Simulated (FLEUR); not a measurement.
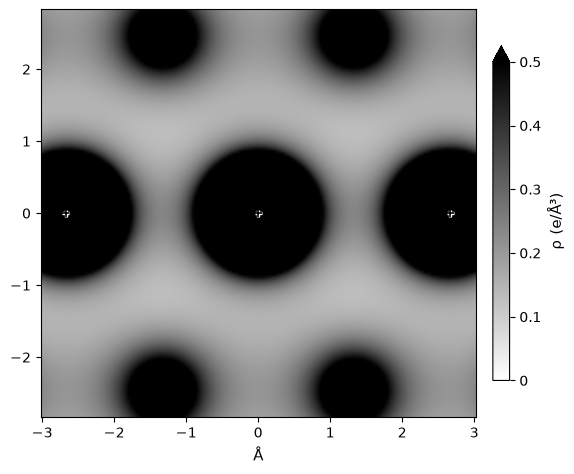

The electron density on a plane through atoms (crosses mark nuclei in the plane).

All numbers below come from Kohn-Sham DFT of a periodic cell, PBEsol, all-electron in FLEUR MaX-R8.1 (later development tree).

Candidates:
A. Al₂Ru, a = 3.12 Å, b = 3.12 Å, c = 8.44 Å, α = 90.00°, β = 90.00°, γ = 90.00°. Space group I4/mmm; a structure from a database of computed crystals, not necessarily the ambient phase.
B. Zn, a = 2.67 Å, b = 2.67 Å, c = 4.97 Å, α = 90.00°, β = 90.00°, γ = 120.00°. Space group P6₃/mmc.
C. HfN, a = 3.13 Å, b = 3.13 Å, c = 5.42 Å, α = 90.00°, β = 90.00°, γ = 120.00°. Space group P6₃/mmc; a structure from a database of computed crystals, not necessarily the ambient phase.

Q: Which system is this?

A: Candidate B: Zn on the (100) plane of the conventional cell, which holds Zn. Zn–Zn (2.67 Å): the density is about 0.24 e/Å³ at the midpoint.
